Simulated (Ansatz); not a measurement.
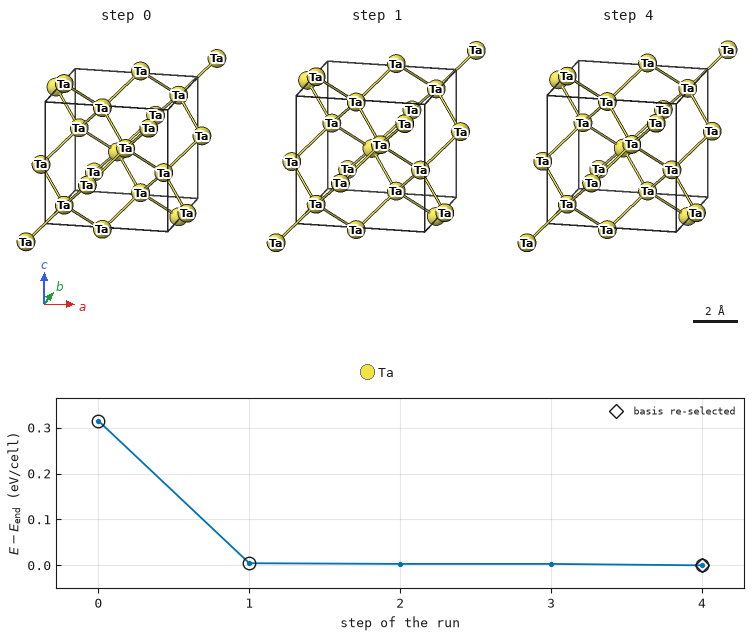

Frames of a relaxation of solid Ta (a generated structure, set up in Fd-3m), marked on the history of the run. Style: ball-and-stick. Shown: the conventional cell (4 times the calculation's cell), slightly off an axis. Lengths and directions refer to the drawn axes.

Phase: diamond.

All numbers below come from DFT, PBE, plane waves (420 eV) with PAW, scalar-relativistic (Ansatz 0.2.0). (plane-wave cutoff 420 eV; k-point mesh 9 × 9 × 9; occupations fermi dirac; smearing width 0.1 eV; no spin polarisation; cell and atoms relaxed; force threshold 0.01 eV/Å; at most 60 steps)

Describe the path.

The atoms keep their places relative to the cell (all moves are under 0.005 Å). Cell: a = b = c 5.800 → 6.106 Å (+5.3 %). Volume +16.7 %. Some distances before and after: Ta–Ta 2.511 → 2.644 Å. The space group stays Fd-3m (No. 227). After 3 accepted moves (4 points after the start) the energy has fallen by 0.315 eV per cell of the calculation. All forces vanish by symmetry, so only the cell relaxes. Pressure: 13.78 GPa at the start and 0.04 GPa at the end. At 1 point the geometry stayed and the basis and grid were re-selected for the new cell (energy shift of 3.1 meV per cell of the calculation at most each time). From step 0 to 1: volume +15.3 %, energy −0.310 eV per cell of the calculation. From step 1 to 4: volume +1.2 %, energy −4.6 meV per cell of the calculation.

```json
{"step": "0", "E − E(0), meV/atom": "0.00", "pressure, GPa": "13.78", "volume, Å³/atom": "24.386", "note": ""}
{"step": "1", "E − E(0), meV/atom": "-155.13", "pressure, GPa": "0.82", "volume, Å³/atom": "28.129", "note": ""}
{"step": "2", "E − E(0), meV/atom": "-155.88", "pressure, GPa": "0.13", "volume, Å³/atom": "28.404", "note": ""}
{"step": "3", "E − E(0), meV/atom": "-155.89", "pressure, GPa": "0.00", "volume, Å³/atom": "28.455", "note": ""}
{"step": "4", "E − E(0), meV/atom": "-157.45", "pressure, GPa": "0.04", "volume, Å³/atom": "28.455", "note": "same geometry, new basis"}
```
